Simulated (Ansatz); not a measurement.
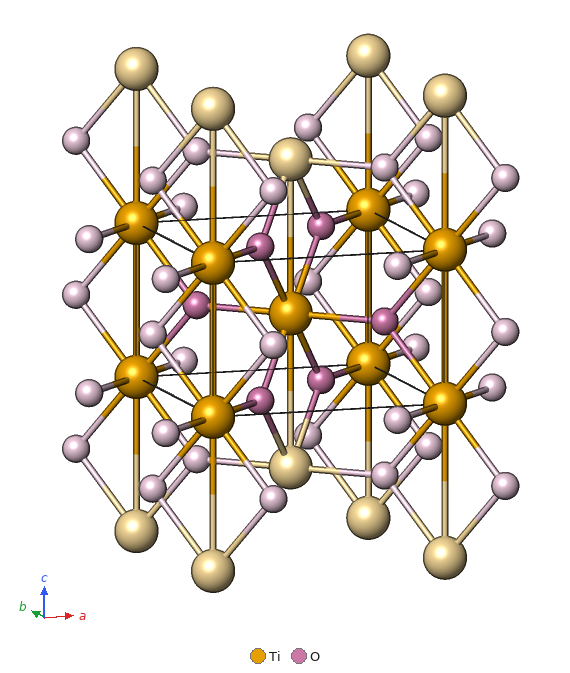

Ball-and-stick drawing of the structure, looking slightly off an axis. The lines enclose the conventional unit cell; boundary atoms appear with their images. The bonded neighbours beyond the faces are included, in fainter colours.

Cell parameters: a = 4.59 Å, b = 4.59 Å, c = 2.94 Å, α = 90.00°, β = 90.00°, γ = 90.00°.

Find the formula by counting the atoms in the cell.

TiO2. The cell holds 2 Ti, 4 O, counting shared atoms by their share.

Identify the space group.

P4_2/mnm (No. 136), with Ti on 2a and O on 4f.

What structure family is shown?

Rutile.

Give the coordination number of each element.

Counting the bonds as drawn, the numbers of neighbours are Ti 8 and O 3.

The initial geometry was a structure type known for this compound. The atoms were relaxed in a fixed cell with DFT PBEsol, scalar-relativistic, plane waves, PAW (Ansatz 0.2.0).
